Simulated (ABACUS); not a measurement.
## Single-point calculation, with input and output: CdTe (part 1 of 3)

CdTe (2 atoms in the cell), computed with Kohn-Sham DFT of a periodic cell, HSE-type, SG15 ONCV 1.2 PBE, no spin polarisation (ABACUS 3.10.1).

The structure derives from an entry of the Crystallography Open Database. It belongs to a series of runs on one base structure; here: exact_exchange_share = 0.1.

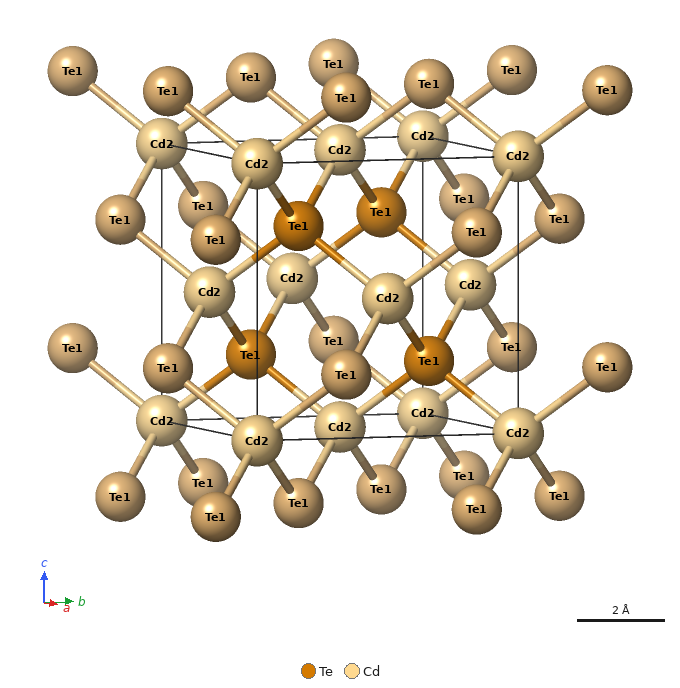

Fig. 1: The structure (ball-and-stick view of the cell 4 times as large as that of the calculation, set on its symmetry axes, seen at an oblique angle; neighbours outside the cell are drawn fainter; atoms are numbered from 1 in the order of the input). Near neighbours in the crystal (not all of them lie inside the picture): Te has 4 Cd at 2.78 Å; Cd has 4 Te at 2.78 Å.

**Input file**
```
INPUT_PARAMETERS
suffix              CdTe
calculation         scf
basis_type          lcao
pseudo_dir          ./
orbital_dir         ./
symmetry            1
dft_functional      hse
ecutwfc             103
pseudo_rcut         7
nspin               1
nbands              22
ks_solver           genelpa
smearing_method     fd
smearing_sigma      0.00367493
scf_thr             1e-07
scf_nmax            100
mixing_type         broyden
mixing_beta         0.7
exx_hybrid_alpha    0.1
exx_hse_omega       0.11
exx_separate_loop   1
scf_ene_thr         1e-05
exx_pca_threshold   0.001
out_mul             1
out_chg             1
out_pot             2
out_elf             1
```

**File STRU**
```
ATOMIC_SPECIES
Te 127.6000 Te_ONCV_PBE-1.2.upf
Cd 112.4140 Cd_ONCV_PBE-1.2.upf

NUMERICAL_ORBITAL
Te_confined-atom_8au_2s2p2d.orb
Cd_confined-atom_7au_3s2p2d1f.orb

LATTICE_CONSTANT
1.8897261246

LATTICE_VECTORS
0.0000000000 3.2050000000 3.2050000000
3.2050000000 0.0000000000 3.2050000000
3.2050000000 3.2050000000 0.0000000000

ATOMIC_POSITIONS
Direct

Te
0.0
1
0.7500000000 0.7500000000 0.7500000000 1 1 1

Cd
0.0
1
0.0000000000 0.0000000000 0.0000000000 1 1 1
```

**File KPT**
```
K_POINTS
0
Gamma
3 3 3 0 0 0
```

Run on 8 threads of Intel Xeon (Sapphire Rapids), 32 GiB of memory available, shared host.

Launched with:
```bash
OMP_NUM_THREADS=8 abacus > log
```

**What the program printed**
```
ABACUS v3.10.1

               Atomic-orbital Based Ab-initio Computation at UStc

 ------------------------------------------------------------------------------------

 READING GENERAL INFORMATION
                           global_out_dir = OUT.CdTe/
                           global_in_card = INPUT
                               pseudo_dir = ./
                              orbital_dir = ./
                                    DSIZE = 1
                                    GSIZE = 1

 READING UNITCELL INFORMATION
                                    ntype = 2
                  lattice constant (Bohr) = 1.88973
              lattice constant (Angstrom) = 1

 READING ATOM TYPE 1
                               atom label = Te
                      L=0, number of zeta = 2
                      L=1, number of zeta = 2
                      L=2, number of zeta = 2
             number of atom for this type = 1

 READING ATOM TYPE 2
                               atom label = Cd
                      L=0, number of zeta = 3
                      L=1, number of zeta = 2
                      L=2, number of zeta = 2
                      L=3, number of zeta = 1
             number of atom for this type = 1

                        TOTAL ATOM NUMBER = 2
DIRECT COORDINATES
    atom                   x                   y                   z     mag                  vx                  vy                  vz
taud_Te1            0.7500000000        0.7500000000        0.7500000000  0.0000        0.0000000000        0.0000000000        0.0000000000
taud_Cd1            0.0000000000        0.0000000000        0.0000000000  0.0000        0.0000000000        0.0000000000        0.0000000000

                          Volume (Bohr^3) = 444.335
                             Volume (A^3) = 65.8436

 Lattice vectors: (Cartesian coordinate: in unit of a_0)
                   +0              +3.205              +3.205
               +3.205                  +0              +3.205
               +3.205              +3.205                  +0
 Reciprocal vectors: (Cartesian coordinate: in unit of 2 pi/a_0)
            -0.156006           +0.156006           +0.156006
            +0.156006           -0.156006           +0.156006
            +0.156006           +0.156006           -0.156006
 The esolver type has been set to : ksdft_lcao

                PAO radial cut off (Bohr) = 7

 Read in pseudopotential file is Te_ONCV_PBE-1.2.upf
                     pseudopotential type = NC
          exchange-correlation functional = PBE
                 nonlocal core correction = 0
                        valence electrons = 16
                                     lmax = 2
                           number of zeta = 0
                     number of projectors = 6
                           L of projector = 0
                           L of projector = 0
                           L of projector = 1
                           L of projector = 1
                           L of projector = 2
                           L of projector = 2
 XC functional updated to : hse
          exchange-correlation functional = HSE
                PAO radial cut off (Bohr) = 7

 Read in pseudopotential file is Cd_ONCV_PBE-1.2.upf
                     pseudopotential type = NC
          exchange-correlation functional = PBE
                 nonlocal core correction = 0
                        valence electrons = 20
                                     lmax = 2
                           number of zeta = 0
                     number of projectors = 6
                           L of projector = 0
                           L of projector = 0
                           L of projector = 1
                           L of projector = 1
                           L of projector = 2
                           L of projector = 2
 XC functional updated to : hse
          exchange-correlation functional = HSE
     initial pseudo atomic orbital number = 0

 SETUP THE ELECTRONS NUMBER
            electron number of element Te = 16
      total electron number of element Te = 16
            electron number of element Cd = 20
      total electron number of element Cd = 20
            AUTOSET number of electrons:  = 36
                           occupied bands = 18
                                   NLOCAL = 44
                                   NBANDS = 22
                                   NBANDS = 22
                                   NLOCAL = 44

%%%%%%%%%%%%%%%%%%%%%%%%%%%%%%%%%%%%%%%%%%%%%%%%%%%%%%%%%%%%%%%%%%%%%%%%%%%%%%%%%%%%%%%%%%%%%%%%%%%%%%%%%%
 Warning: the number of valence electrons in pseudopotential > 6 for Te: [Kr] 4d10 5s2 5p4
 Warning: the number of valence electrons in pseudopotential > 12 for Cd: [Kr] 4d10 5s2
 Pseudopotentials with additional electrons can yield (more) accurate outcomes, but may be less efficient.
 If you're confident that your chosen pseudopotential is appropriate, you can safely ignore this warning.
%%%%%%%%%%%%%%%%%%%%%%%%%%%%%%%%%%%%%%%%%%%%%%%%%%%%%%%%%%%%%%%%%%%%%%%%%%%%%%%%%%%%%%%%%%%%%%%%%%%%%%%%%%

 SETUP THE PLANE WAVE BASIS
 energy cutoff for charge/potential (unit:Ry) = 412
            fft grid for charge/potential = [ 60, 60, 60 ]
                        fft grid division = [ 4, 4, 4 ]
        big fft grid for charge/potential = [ 15, 15, 15 ]
                                     nbxx = 3375
                                     nrxx = 216000

 SETUP PLANE WAVES FOR CHARGE/POTENTIAL
                    number of plane waves = 62847
                         number of sticks = 2077

 PARALLEL PW FOR CHARGE/POTENTIAL
     PROC   COLUMNS(POT)             PW
        1           2077          62847
 --------------- sum -------------------
        1           2077          62847
                            number of |g| = 513
                                  max |g| = 37.2614
                                  min |g| = 0

----------- Double Check Mixing Parameters Begin ------------
mixing_type: broyden
mixing_beta: 0.7
mixing_gg0: 1
mixing_gg0_min: 0.1
mixing_ndim: 8
----------- Double Check Mixing Parameters End ------------

 LATTICE VECTORS: (CARTESIAN COORDINATE: IN UNIT OF A0)
                   +0              +3.205              +3.205
               +3.205                  +0              +3.205
               +3.205              +3.205                  +0
                       right hand lattice = 1
                                   NORM_A = 4.53255
                                   NORM_B = 4.53255
                                   NORM_C = 4.53255
                           ALPHA (DEGREE) = 60
                           BETA  (DEGREE) = 60
                           GAMMA (DEGREE) = 60

 The lattice vectors have been changed (STRU_SIMPLE.cif)

(for optimal symmetric configuration:)
                             BRAVAIS TYPE = 3
                     BRAVAIS LATTICE NAME = 03. Cubic F (face-centered)
                                    ibrav = 3
                                    IBRAV = 3
                                  BRAVAIS = FACE CENTERED CUBIC
                       LATTICE CONSTANT A = 6.41
Original cell was already a primitive cell.
                        ROTATION MATRICES = 48
              PURE POINT GROUP OPERATIONS = 24
                   SPACE GROUP OPERATIONS = 24
                                       C2 = 3
                                       C3 = 8
                                       C4 = 0
                                       C6 = 0
                                       S1 = 6
                                       S3 = 0
                                       S4 = 6
                                       S6 = 0
                              POINT GROUP = T_d
                                       C2 = 3
                                       C3 = 8
                                       C4 = 0
                                       C6 = 0
                                       S1 = 6
                                       S3 = 0
                                       S4 = 6
                                       S6 = 0
               POINT GROUP IN SPACE GROUP = T_d

 SETUP K-POINTS
                                    nspin = 1
                   Input type of k points = Monkhorst-Pack(Gamma)
                                   nkstot = 27
                       right hand lattice = 1
(for reciprocal lattice: )
                             BRAVAIS TYPE = 2
                     BRAVAIS LATTICE NAME = 02. Cubic I (body-centered)
                                    ibrav = 2
                       right hand lattice = 1
(for k-lattice: )
                             BRAVAIS TYPE = 2
                     BRAVAIS LATTICE NAME = 02. Cubic I (body-centered)
                                    ibrav = 2
                       right hand lattice = 1
                        ROTATION MATRICES = 48
                               nkstot_ibz = 4
K-POINTS REDUCTION ACCORDING TO SYMMETRY
     IBZ    DIRECT_X    DIRECT_Y    DIRECT_Z  WEIGHT  ibz2bz
       1  0.00000000  0.00000000  0.00000000  0.0370       0
       2  0.33333333  0.33333333  0.33333333  0.2963       1
       3  0.33333333  0.33333333  0.00000000  0.2222       4
       4 -0.33333333  0.33333333  0.33333333  0.4444       5

                               nkstot now = 4
[... K-POINTS DIRECT COORDINATES: 4 rows ...]

           k-point number in this process = 4
       minimum distributed K point number = 4
[... stars of the k points ...]

[... K-POINTS CARTESIAN COORDINATES: 4 rows ...]

[... K-POINTS DIRECT COORDINATES: 4 rows ...]

 SETUP PLANE WAVES FOR WAVE FUNCTIONS
     energy cutoff for wavefunc (unit:Ry) = 103
              fft grid for wave functions = [ 60, 60, 60 ]
                    number of plane waves = 9305
                         number of sticks = 583

 PARALLEL PW FOR WAVE FUNCTIONS
     PROC   COLUMNS(POT)             PW
        1            583           9305
 --------------- sum -------------------
        1            583           9305

 SET NONLOCAL PSEUDOPOTENTIAL PROJECTORS
 SET NONLOCAL PSEUDOPOTENTIAL PROJECTORS
 max number of nonlocal projetors among all species is 6

 Auxiliary basis functions
		Te		5 s		4 p		5 d		3 f		3 g
		Cd		6 s		5 p		5 d		4 f		3 g		2 h		1 i

 -------------------------------------------
 SELF-CONSISTENT
 -------------------------------------------

 SETUP SEARCHING RADIUS FOR PROGRAM TO SEARCH ADJACENT ATOMS
                  longest orb rcut (Bohr) = 8
   longest nonlocal projector rcut (Bohr) = 3.2
                     search radius (Bohr) = 22.4
              searching radius is (Bohr)) = 22.4
         searching radius unit is (Bohr)) = 1.89
                         PeriodicBoundary = 1
                        Radius(unit:lat0) = 11.9
                                   glayer = [ 5, 5, 5 ]
                             glayer_minus = [ 4, 4, 4 ]

Find the coordinate range of the input atom(unit:lat0).
                                  min_tau = [ -25.6, -25.6, -25.6 ]
                                  max_tau = [ 30.4, 30.4, 30.4 ]
                                BoxNumber = [ 9, 9, 9 ]

 SETUP EXTENDED REAL SPACE GRID FOR GRID INTEGRATION
                          real space grid = [ 60, 60, 60 ]
                 big cell numbers in grid = [ 15, 15, 15 ]
             meshcell numbers in big cell = [ 4, 4, 4 ]
                        extended fft grid = [ 18, 18, 18 ]
                dimension of extened grid = [ 52, 52, 52 ]
                            UnitCellTotal = 125
              Atom number in sub-FFT-grid = 2
    Local orbitals number in sub-FFT-grid = 44
                                ParaV.nnr = 142648
                                 init_chg = atomic

 LCAO ALGORITHM --------------- ION=   1  ELEC=   1--------------------------------
 DeltaE_womix = -6581.75 eV

 Density error is 0.030167003545
----------------------------------------------------------
     Energy           Rydberg                 eV
----------------------------------------------------------
 E_KohnSham     -485.6635219189      -6607.7912088446
 E_Harris       -487.6616564759      -6634.9772241913
 E_Fermi        0.6992442368         9.5137059141
----------------------------------------------------------

 LCAO ALGORITHM --------------- ION=   1  ELEC=   2--------------------------------
 DeltaE_womix = -5.95573 eV

 Density error is 0.00993743466525
----------------------------------------------------------
     Energy           Rydberg                 eV
----------------------------------------------------------
 E_KohnSham     -485.6788304651      -6607.9994923013
 E_Harris       -485.2593119932      -6602.2916506671
 E_Fermi        0.7073185645         9.6235627781
----------------------------------------------------------

 LCAO ALGORITHM --------------- ION=   1  ELEC=   3--------------------------------
 DeltaE_womix = -0.0255526 eV

 Density error is 0.00326610855247
----------------------------------------------------------
     Energy           Rydberg                 eV
----------------------------------------------------------
 E_KohnSham     -485.6794550803      -6608.0079906270
 E_Harris       -485.6781086551      -6607.9896715729
 E_Fermi        0.7070971881         9.6205507985
----------------------------------------------------------

 LCAO ALGORITHM --------------- ION=   1  ELEC=   4--------------------------------
 DeltaE_womix = -0.243105 eV

 Density error is 0.000392756920681
----------------------------------------------------------
     Energy           Rydberg                 eV
----------------------------------------------------------
 E_KohnSham     -485.6794720827      -6608.0082219569
 E_Harris       -485.6616119945      -6607.7652229901
 E_Fermi        0.7083808449         9.6380158451
----------------------------------------------------------

 LCAO ALGORITHM --------------- ION=   1  ELEC=   5--------------------------------
 DeltaE_womix = -0.0581462 eV

 Density error is 5.86372967971e-05
----------------------------------------------------------
     Energy           Rydberg                 eV
----------------------------------------------------------
 E_KohnSham     -485.6794724738      -6608.0082272781
 E_Harris       -485.6751987520      -6607.9500803095
 E_Fermi        0.7087084585         9.6424732559
----------------------------------------------------------

 LCAO ALGORITHM --------------- ION=   1  ELEC=   6--------------------------------
 DeltaE_womix = -0.014475 eV

 Density error is 2.04129059728e-05
----------------------------------------------------------
     Energy           Rydberg                 eV
----------------------------------------------------------
 E_KohnSham     -485.6794725086      -6608.0082277519
 E_Harris       -485.6784085961      -6607.9937524789
 E_Fermi        0.7087811251         9.6434619361
----------------------------------------------------------

 LCAO ALGORITHM --------------- ION=   1  ELEC=   7--------------------------------
 DeltaE_womix = 0.000876284 eV

 Density error is 1.17073516245e-06
----------------------------------------------------------
     Energy           Rydberg                 eV
----------------------------------------------------------
 E_KohnSham     -485.6794725099      -6608.0082277694
 E_Harris       -485.6795369168      -6608.0091040705
 E_Fermi        0.7088113933         9.6438737567
----------------------------------------------------------

 LCAO ALGORITHM --------------- ION=   1  ELEC=   8--------------------------------
 DeltaE_womix = -0.000149183 eV

 Density error is 1.48783742178e-07
----------------------------------------------------------
     Energy           Rydberg                 eV
```
